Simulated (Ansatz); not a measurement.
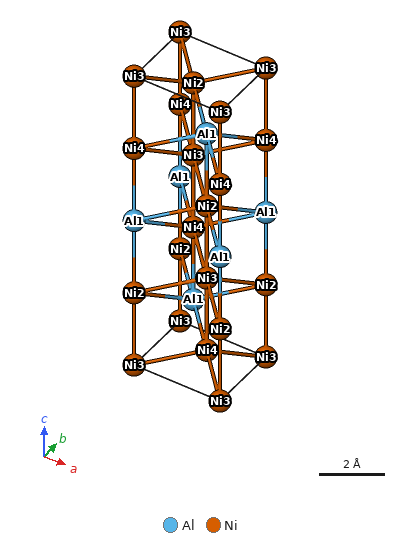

**Figure 1.** The structure as given in the input (ball-and-stick view of the cell 3 times as large as that of the calculation, set on its symmetry axes, seen at an oblique angle; atoms are numbered from 1 in the order of the input).

**What a change does: single-point calculation on AlNi3**

System: AlNi3 (R-3m, 4 atoms in the cell).
Method of the first run: DFT PBE, scalar-relativistic, plane waves, PAW, PAW set soft_1, no spin polarisation (Ansatz 0.2.0).

The structure derives from a Materials Project entry. Text and figures count atoms from 1; the logs count them from 0 in places.

**The input, the first run**
```yaml
crystal:
  lattice:
    - [-0.1146347657, 2.8047565514, 2.8047565514]
    - [2.8047565514, -0.1146347657, 2.8047565514]
    - [2.8047565514, 2.8047565514, -0.1146347657]
  atoms:
    - { symbol: Al, position: [0.5, 0.5, 0.5] }
    - { symbol: Ni, position: [0.25, 0.25, 0.25] }
    - { symbol: Ni, position: [0.0, 0.0, 0.0] }
    - { symbol: Ni, position: [0.75, 0.75, 0.75] }
basis:
  ecutwfc: 520.0
kpoints:
  mp_grid: { grid: [14, 14, 14] }
hamiltonian:
  xc: pbe
  pseudopotentials: { kind: paw, azcp: { folder: soft_1 } }
scf:
  occupations: { method: gaussian, width: 0.15 }
output:
  forces: true
  stress: true
  eigenvalues: true
```

Launched with:
```bash
ansatz run input.yaml --threads 4 --pin off --max-ram 8192MiB --backend cpu --events-out ev --progress --plain --runs-dir out
```

Hardware: 4 threads of Arm Neoverse N1, 98 GiB of memory available, shared host.

**Output, shortened to warnings, some set-up lines, iterations and results (the first run)**
```
Basis set: ecut = 520 eV, 1295 PW (Γ), exchange–correlation on 60×60×60 points (8 copies of the dense FFT grid, shifted against one another)
Symmetry: 12 space group operations
k-points: 288 of 2744
Initial density: superposition of atomic densities (chi_scale 0.1, normalization cell, long waves kept (reshape's long-wave potential 0.00 eV rms))
[...]
SCF iter   1: F=—  HF=-18058.735027 eV  |F-HF|=—  |Δ(HF+E_count)|=         —  Δρ=8.83e-2  dr2=3.06e0  ethr=3.10e-3  ⟨swp⟩=5.1  Hψ=36519  notcnv=0
SCF iter   2: F=—  HF=-18058.325241 eV  |F-HF|=—  |Δ(HF+E_count)|=   4.10e-1  Δρ=3.36e-2  dr2=7.32e-1  ethr=3.10e-3  ⟨swp⟩=2.1  Hψ=13798  notcnv=0  defer=379
SCF iter   3: F=—  HF=-18058.142835 eV  |F-HF|=—  |Δ(HF+E_count)|=   1.82e-1  Δρ=1.78e-2  dr2=2.12e-1  ethr=1.28e-3  ⟨swp⟩=2.0  Hψ=11048  notcnv=0  defer=379
SCF iter   4: F=—  HF=-18058.088064 eV  |F-HF|=—  |Δ(HF+E_count)|=   5.48e-2  Δρ=5.22e-3  dr2=1.07e-2  ethr=3.72e-4  ⟨swp⟩=2.1  Hψ=13996  notcnv=0  defer=357
SCF iter   5: F=—  HF=-18058.085113 eV  |F-HF|=—  |Δ(HF+E_count)|=   2.95e-3  Δρ=1.80e-3  dr2=1.45e-3  ethr=1.88e-5  ⟨swp⟩=2.3  Hψ=12906  notcnv=0  defer=354
SCF iter   6: F=—  HF=-18058.085109 eV  |F-HF|=—  |Δ(HF+E_count)|=   3.70e-6  Δρ=3.58e-4  dr2=4.27e-5  ethr=2.54e-6  ⟨swp⟩=2.4  Hψ=15763  notcnv=0  defer=354
SCF iter   7: F=—  HF=-18058.085094 eV  |F-HF|=—  |Δ(HF+E_count)|=   1.56e-5  Δρ=1.97e-4  dr2=1.14e-5  ethr=7.50e-8  ⟨swp⟩=2.1  Hψ=16972  notcnv=0  defer=354
SCF iter   8: F=—  HF=-18058.085093 eV  |F-HF|=—  |Δ(HF+E_count)|=   9.99e-7  Δρ=5.23e-5  dr2=1.02e-6  ethr=2.00e-8  ⟨swp⟩=1.9  Hψ=12446  notcnv=0  defer=354
SCF iter   9: F=-18058.085093 eV  HF=-18058.085093 eV  |F-HF|=4.31e-8  |Δ(HF+E_count)|=   1.15e-7  Δρ=1.06e-5  dr2=4.33e-8  ethr=1.75e-10  ⟨swp⟩=8.2  Hψ=45512  notcnv=0
SCF 1 converged in 9 iterations: F = -18058.085093 eV  dr2 = 4.33e-8
SCF converged after 9 iterations
Free energy (F): -18058.085093 eV
Harris-Foulkes:  -18058.085093 eV  (|F-HF|=4.31e-8)
Internal energy: -18058.050666 eV  (E = F + TS)
E sigma→0 (E₀):  -18058.067879 eV
Entropy (-TS):   -0.034427 eV (-8.607 meV/atom)
Fermi energy:    15.054769 eV
--- Per-component energies (eV) ---
  E_band       = -972.705802
  E_kinetic    = 1045.996090
  E_local      = -10048.235734  (includes V_loc(G=0)·N_el)
  E_nonlocal   = -339.559921
  E_hartree    = 5324.156998
  E_xc         = -376.937237
  E_vxc        = -466.882388  (∫ρ·V_xc dr)
  E_paw        = -5445.863351  (= ΣΔE_a)
  E_vpaw       = -1812.346108  (= ΣTr[D̂ρ^β])
  E_aug_tail   = 0.001184  (compensation charges beyond the density's cutoff)
  E_ewald      = -8217.608694
  E_smearing   = -0.034427  (= −TS)
  E_closure    = -0.000000  (closes the sum)
  Σ components = -18058.085093   (vs F -18058.085093, Δ=0.00e0)
--- Forces (eV/Å), atoms counted from 1 ---
  atom   1  Al     0.00000000     0.00000000     0.00000000
  atom   2  Ni     0.05521458     0.05521458     0.05521458
  atom   3  Ni     0.00000000    -0.00000000     0.00000000
  atom   4  Ni    -0.05521458    -0.05521458    -0.05521458
  max |Σ_I F_I| component: 2.78e-17 eV/Å
--- Stress (GPa, compression-positive) ---
       -3.595771       5.716706       5.716706
        5.716706      -3.595771       5.716706
        5.716706       5.716706      -3.595771
  P = ⅓ Tr σ = -3.5958 GPa (-35.958 kbar)
```

For the second run the input was changed thus:
```diff
-    - [-0.1146347657, 2.8047565514, 2.8047565514]
-    - [2.8047565514, -0.1146347657, 2.8047565514]
-    - [2.8047565514, 2.8047565514, -0.1146347657]
+    - [-0.1156184699, 2.8288247367, 2.8288247367]
+    - [2.8288247367, -0.1156184699, 2.8288247367]
+    - [2.8288247367, 2.8288247367, -0.1156184699]
```

How does the second run compare with the first run?

With the same functional and potentials, the second run lies 10.6 meV per atom higher. The pressure goes from −3.60 to −7.47 GPa. The volume per atom goes from 11.71 to 12.01 Å³. The cell is scaled evenly with the atoms at fixed fractional positions, so −ΔP/Δ ln V estimates the bulk modulus midway between the two volumes: about 150 GPa. The number of SCF iterations is the same. The plane waves at Γ go from 1295 to 1301.

**Output, shortened to warnings, some set-up lines, iterations and results (the second run)**
```
Basis set: ecut = 520 eV, 1301 PW (Γ), exchange–correlation on 60×60×60 points (8 copies of the dense FFT grid, shifted against one another)
Symmetry: 12 space group operations
k-points: 288 of 2744
Initial density: superposition of atomic densities (chi_scale 0.1, normalization cell, long waves kept (reshape's long-wave potential 0.00 eV rms))
[...]
SCF iter   1: F=—  HF=-18058.749986 eV  |F-HF|=—  |Δ(HF+E_count)|=         —  Δρ=9.45e-2  dr2=3.55e0  ethr=3.10e-3  ⟨swp⟩=5.0  Hψ=37441  notcnv=0
SCF iter   2: F=—  HF=-18058.294345 eV  |F-HF|=—  |Δ(HF+E_count)|=   4.56e-1  Δρ=3.53e-2  dr2=8.13e-1  ethr=3.10e-3  ⟨swp⟩=2.9  Hψ=17053  notcnv=0  defer=380
SCF iter   3: F=—  HF=-18058.102689 eV  |F-HF|=—  |Δ(HF+E_count)|=   1.92e-1  Δρ=1.77e-2  dr2=2.24e-1  ethr=1.43e-3  ⟨swp⟩=2.0  Hψ=11024  notcnv=0  defer=380
SCF iter   4: F=—  HF=-18058.046177 eV  |F-HF|=—  |Δ(HF+E_count)|=   5.65e-2  Δρ=5.28e-3  dr2=1.15e-2  ethr=3.92e-4  ⟨swp⟩=2.1  Hψ=14000  notcnv=0  defer=354
SCF iter   5: F=—  HF=-18058.042779 eV  |F-HF|=—  |Δ(HF+E_count)|=   3.40e-3  Δρ=1.93e-3  dr2=1.71e-3  ethr=2.02e-5  ⟨swp⟩=2.1  Hψ=11094  notcnv=0  defer=353
SCF iter   6: F=—  HF=-18058.042788 eV  |F-HF|=—  |Δ(HF+E_count)|=   8.87e-6  Δρ=3.83e-4  dr2=5.18e-5  ethr=2.99e-6  ⟨swp⟩=2.2  Hψ=13777  notcnv=0  defer=353
SCF iter   7: F=—  HF=-18058.042758 eV  |F-HF|=—  |Δ(HF+E_count)|=   3.00e-5  Δρ=1.87e-4  dr2=9.90e-6  ethr=9.08e-8  ⟨swp⟩=2.1  Hψ=17228  notcnv=0  defer=353
SCF iter   8: F=—  HF=-18058.042755 eV  |F-HF|=—  |Δ(HF+E_count)|=   3.14e-6  Δρ=5.47e-5  dr2=1.13e-6  ethr=1.74e-8  ⟨swp⟩=1.9  Hψ=12180  notcnv=0  defer=353
SCF iter   9: F=-18058.042755 eV  HF=-18058.042755 eV  |F-HF|=4.15e-8  |Δ(HF+E_count)|=   1.27e-7  Δρ=1.05e-5  dr2=4.38e-8  ethr=1.75e-10  ⟨swp⟩=8.2  Hψ=45392  notcnv=0
SCF 1 converged in 9 iterations: F = -18058.042755 eV  dr2 = 4.38e-8
SCF converged after 9 iterations
Free energy (F): -18058.042755 eV
Harris-Foulkes:  -18058.042755 eV  (|F-HF|=4.15e-8)
Internal energy: -18058.007030 eV  (E = F + TS)
E sigma→0 (E₀):  -18058.024892 eV
Entropy (-TS):   -0.035725 eV (-8.931 meV/atom)
Fermi energy:    14.571938 eV
--- Per-component energies (eV) ---
  E_band       = -996.923719
  E_kinetic    = 1043.950489
  E_local      = -10162.477659  (includes V_loc(G=0)·N_el)
  E_nonlocal   = -339.423834
  E_hartree    = 5369.572809
  E_xc         = -376.026454
  E_vxc        = -465.653487  (∫ρ·V_xc dr)
  E_paw        = -5445.911894  (= ΣΔE_a)
  E_vpaw       = -1812.473146  (= ΣTr[D̂ρ^β])
  E_aug_tail   = 0.001209  (compensation charges beyond the density's cutoff)
  E_ewald      = -8147.691698
  E_smearing   = -0.035725  (= −TS)
  E_closure    = -0.000000  (closes the sum)
  Σ components = -18058.042755   (vs F -18058.042755, Δ=0.00e0)
--- Forces (eV/Å), atoms counted from 1 ---
  atom   1  Al    -0.00000000     0.00000000    -0.00000000
  atom   2  Ni     0.05162657     0.05162657     0.05162657
  atom   3  Ni    -0.00000000    -0.00000000    -0.00000000
  atom   4  Ni    -0.05162657    -0.05162657    -0.05162657
  max |Σ_I F_I| component: 2.78e-17 eV/Å
--- Stress (GPa, compression-positive) ---
       -7.466593       5.239697       5.239697
        5.239697      -7.466593       5.239697
        5.239697       5.239697      -7.466593
  P = ⅓ Tr σ = -7.4666 GPa (-74.666 kbar)
```

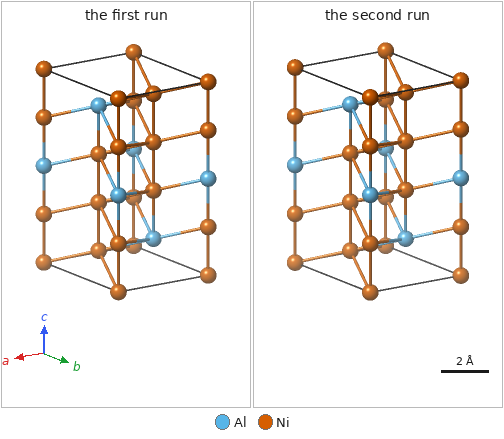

**Figure 2.** The two input geometries at one scale (ball-and-stick view of the cell 3 times as large as that of the calculation, set on its symmetry axes, seen at an oblique angle). No atom moves by more than 0.005 Å relative to the cell. The drawn cell changes as follows: a = b 4.129 → 4.164 Å (+0.9 %), c 9.517 → 9.599 Å (+0.9 %); the volume changes by +2.6 %. Among the contacts that change: Al–Ni 2.512 → 2.534 Å, Ni–Ni 2.512 → 2.534 Å, Al–Ni 2.379 → 2.400 Å, Ni–Ni 2.379 → 2.400 Å.

**The two runs side by side**

| quantity | the first run | the second run |
| --- | --- | --- |
| outcome | converged | converged |
| free energy per atom (eV) | −4514.5213 | −4514.5107 |
| energy per atom, smearing taken to zero (eV) | −4514.5170 | −4514.5062 |
| gap on the mesh (eV) | 0.00 | 0.00 |
| pressure (GPa) | −3.60 | −7.47 |
| volume per atom (Å³) | 11.71 | 12.01 |
| largest force (eV/Å) | 0.096 | 0.089 |
| SCF iterations | 9 | 9 |
| irreducible k-points | 288 | 288 |
| plane waves at Γ | 1295 | 1301 |
| wall time (shared host) | 18 s | 19 s |

For both runs: The run has no spin polarisation, so a magnetic state may lie lower. For the second run: The cell is under a tension of 7.5 GPa at this level, so it is not at its equilibrium volume.
